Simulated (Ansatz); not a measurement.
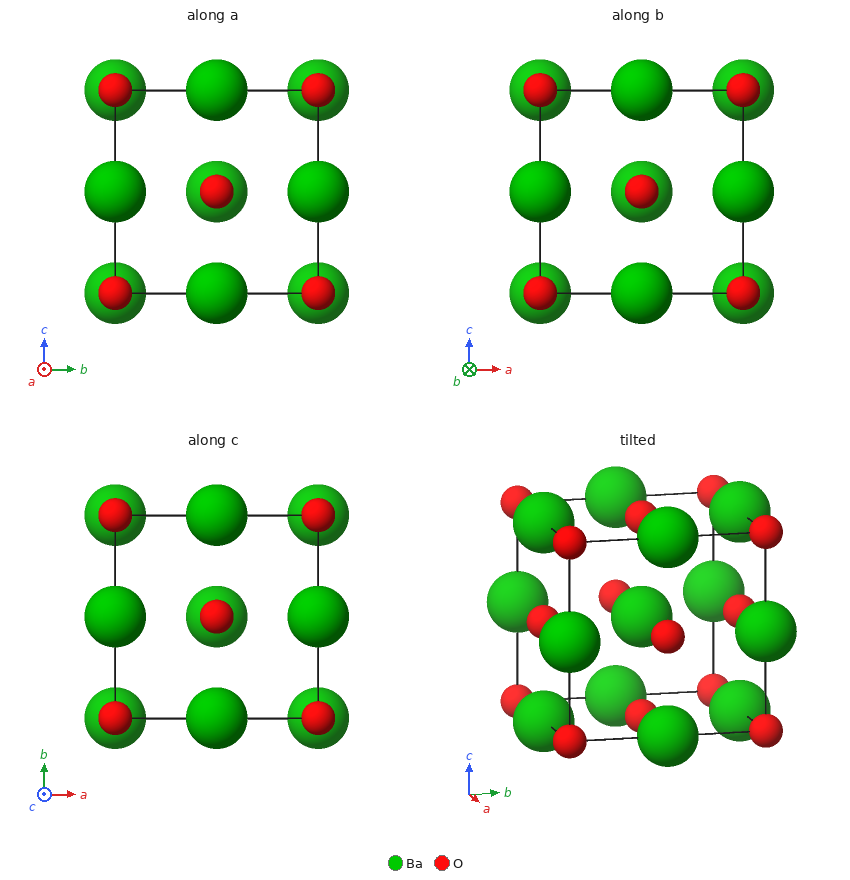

Spheres-only representation of a periodic structure, projected along the a axis, along the b axis, along the c axis and slightly off an axis. Thin lines show the conventional unit cell, with boundary atoms drawn in all their periodic places.

Lattice parameters: a = 5.574 Å, b = 5.574 Å, c = 5.574 Å, α = 90.00°, β = 90.00°, γ = 90.00°. Put a along x and b in the xy plane.

Q: Put the structure into a POSCAR file.

A:
```
Ba O
1.0
     5.574    0.000    0.000
     0.000    5.574    0.000
     0.000    0.000    5.574
Ba O
4 4
Direct
  0.5000 0.0000 0.0000
  0.5000 0.5000 0.5000
  0.0000 0.0000 0.5000
  0.0000 0.5000 0.0000
  0.0000 0.0000 0.0000
  0.0000 0.5000 0.5000
  0.5000 0.0000 0.5000
  0.5000 0.5000 0.0000
```

The initial geometry was a structure type filled with these elements by a generator (whether the compound takes this form wasn't checked). Earlier steps of the study may have refined or changed the cell and positions. An electronic-structure calculation with Ansatz was run on it.
